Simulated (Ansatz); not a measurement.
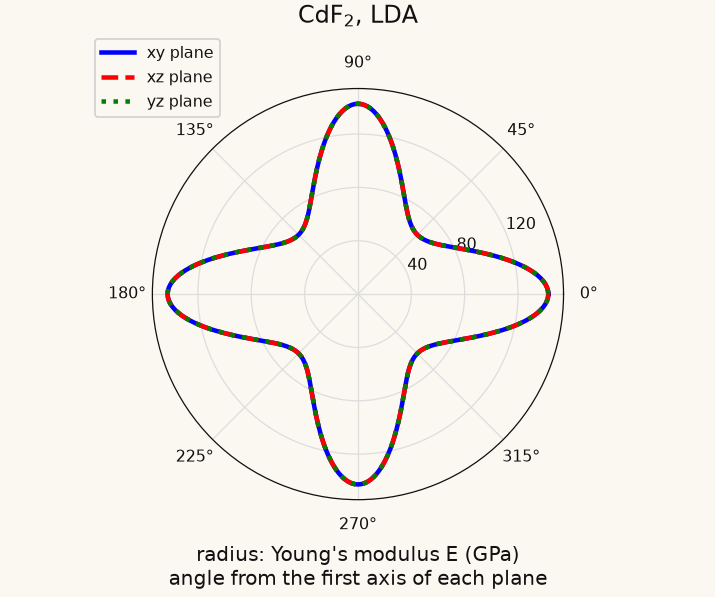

The figure shows the Young's modulus as a function of direction in the xy, xz and yz planes for CdF₂, space group Fm-3m (No. 225).

The given structure:
```xyz
3
Lattice="0.0000 2.6940 2.6940 2.6940 0.0000 2.6940 2.6940 2.6940 0.0000" Properties=species:S:1:pos:R:3 pbc="T T T"
Cd    0.0000    0.0000    0.0000
F     4.0410    4.0410    4.0410
F     1.3470    1.3470    1.3470
```

How it was computed, with Ansatz 0.2.0: plane-wave DFT, no spin polarisation; elastic constants in Voigt order on the axes of the given cell. Level: LDA.

- k mesh: 7×7×7
- occupations: fixed
- potentials: Ansatz PAW
- wave cutoff: 420 eV
- density cutoff: 1680 eV
- program settings: xc grid level 1

> Between which limits does E lie over all directions?

Over all directions E runs from 53 to 143 GPa, a ratio of 2.7, a strong anisotropy.

> What is E along the Cartesian axes and along their diagonal?

E is 143 GPa along x, y and z alike, and 53 GPa along the body diagonal x + y + z.

Caveats: cell stressed by over 3 GPa.

The computed values:

Stiffness matrix C (GPa), Voigt order:
|  | xx | yy | zz | yz | xz | xy |
| --- | --- | --- | --- | --- | --- | --- |
| xx | 174.1 | 60.7 | 60.7 | 0.0 | 0.0 | 0.0 |
| yy | 60.7 | 174.1 | 60.7 | 0.0 | 0.0 | 0.0 |
| zz | 60.7 | 60.7 | 174.1 | 0.0 | 0.0 | 0.0 |
| yz | 0.0 | 0.0 | 0.0 | 18.8 | 0.0 | 0.0 |
| xz | 0.0 | 0.0 | 0.0 | 0.0 | 18.8 | 0.0 |
| xy | 0.0 | 0.0 | 0.0 | 0.0 | 0.0 | 18.8 |
